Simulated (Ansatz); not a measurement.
System: rutile-type SiO2, space group P4_2/mnm, 6 atoms in the cell. The cell is scaled at fixed shape and fractional positions. At 7.77 Å³/atom, a = 4.180 Å, c = 2.668 Å (tetragonal axes). Method: PBEsol, all-electron LAPW, no spin polarisation, no spin-orbit coupling, 6×6×9 k mesh, Fermi-Dirac smearing of 0.03 eV (Ansatz 0.2.0).

At 3.9 GPa the lowest conduction level lies 5.59 eV (Γ) above the valence top at Γ.

Question: How does this level move from −13.3 GPa to 27.2 GPa?

Answer: Γ rises by 2.14 eV. A straight line through the points has a slope of +53 at Γ (meV per GPa). The points bend away from straight lines by up to 0.07 eV, so these are means over the range.

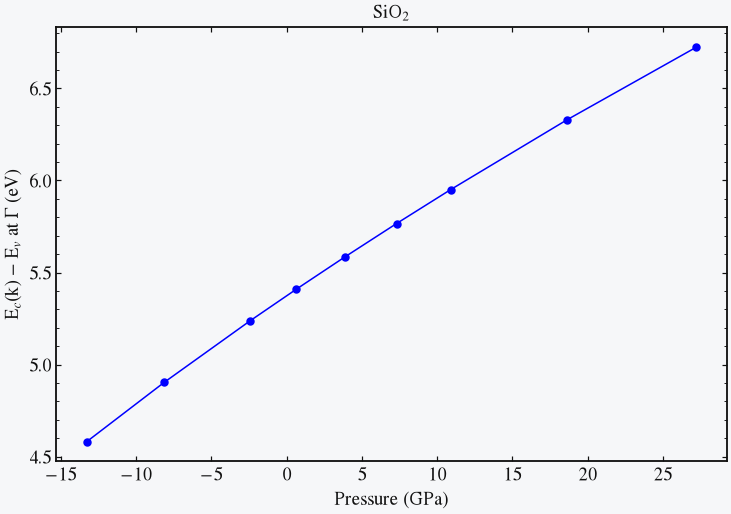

Lowest conduction level at Γ, counted from the valence-band top at Γ.

```csv
pressure,Γ (eV),volume (Å³/atom)
−13.3 GPa,4.58,8.24
−8.1 GPa,4.90,8.08
−2.4 GPa,5.24,7.92
0.7 GPa,5.41,7.85
3.9 GPa,5.59,7.77
7.3 GPa,5.77,7.69
10.9 GPa,5.95,7.61
18.6 GPa,6.33,7.46
27.2 GPa,6.72,7.30
```

LDA, GGA and most meta-GGA functionals understate gaps. The usual form of SiO2 is α-quartz. A mesh with an odd division misses points of the zone boundary, where a smaller gap can lie.
